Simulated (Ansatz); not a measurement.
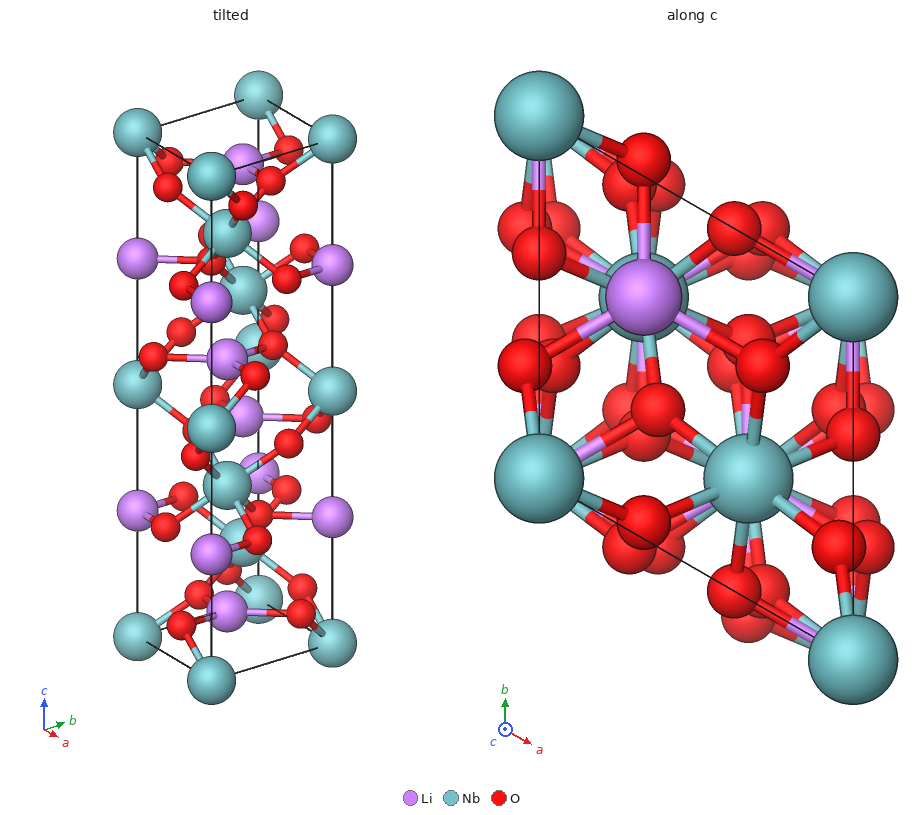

Structure drawing (ball-and-stick), viewed slightly off an axis and along the c axis. Atoms at the boundary of the conventional unit cell (the box) are drawn once for each face, edge or corner they touch.

LiNbO₃, space group R-3c (No. 167), a = 5.184 Å, b = 5.184 Å, c = 13.689 Å, α = 90.00°, β = 90.00°, γ = 120.00°. Starting structure: a structure listed in the Materials Project. Earlier steps of the study, as a rule a relaxation of our own, may have changed the cell and positions, so they can lie some per cent off the listed ones. A calculation with Ansatz used it as input.

This one geometry was computed with Ansatz (DFT, plane waves, PAW) at five levels of theory: PBE with spin-orbit coupling, HSE06, PBE0, r2SCAN and PBE. It was relaxed beforehand with r2SCAN.

> Which level gives the highest pressure at this volume, and what does that say about its equilibrium volume?

Highest: PBE with spin-orbit coupling (4.1 GPa) and PBE (4.2 GPa), which points to the largest equilibrium volume. Lowest, with the smallest volume: HSE06 (-3.1 GPa) and PBE0 (-3.1 GPa). Levels within 0.5 GPa of each other can't be told apart.

> How does the band gap change with the level of theory?

PBE with spin-orbit coupling: a gap of 2.58 eV, indirect; PBE: a gap of 2.58 eV, indirect; r2SCAN: a gap of 2.97 eV, indirect; HSE06: a gap of 3.94 eV, indirect; PBE0: a gap of 4.68 eV, indirect.

> Collect the results in a table.

| level | cutoff (eV) | k-mesh of the run's cell | gap (eV) | pressure (GPa) |
| --- | --- | --- | --- | --- |
| PBE with spin-orbit coupling | 420 | 6×6×6 | 2.58 | 4.1 |
| HSE06 | 420 | 4×4×4 | 3.94 | -3.1 |
| PBE0 | 420 | 4×4×4 | 4.68 | -3.1 |
| r2SCAN | 500 | 6×6×6 | 2.97 | 0.0 |
| PBE | 420 | 6×6×6 | 2.58 | 4.2 |

Gaps are taken on the k-mesh or band path of each run.
